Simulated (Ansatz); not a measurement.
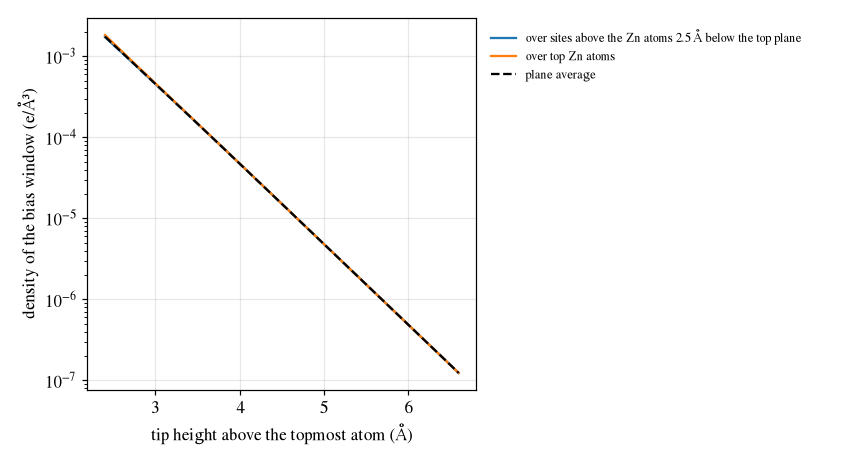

Approach curves over Zn(001) (P6_3/mmc bulk, 6 atomic planes (those closer than 0.6 Å count as one), 13 Å) at a sample bias of −2.00 V.

Tersoff–Hamann simulation (s-wave tip); biases are sample biases. Bias windows are sharp sums over the levels of the k mesh.

All numbers here come from Ansatz, DFT PBE, scalar-relativistic, plane waves, PAW. Cutoff 420 eV, 21 × 21 k-points, Gaussian smearing 0.1 eV, dipole correction. The slab is a cut without reconstruction beyond its cell, at the source's lattice constants, with its lower half held fixed and the rest relaxed. No spin polarisation. The run couldn't confirm all of its levels under its output density. The run warns that the functional's potential is rough in the thin density of the vacuum, where the tip is; weak contrasts and barriers may feel it.

Question: Estimate the decay constant and the apparent barrier, and compare with the vacuum level, which the run puts 4.10 eV above zero bias.

Answer: Near 4 Å the plane average falls as exp(−2.28 z/Å), a factor of 9.7 per ångström, which gives an apparent barrier of 4.9 eV (0.952 eV Å² times the slope squared). The apparent barrier is above 4.10 eV. At 4 Å the 0.25 eV of states nearest the highest filled state carry 31 % of the density.
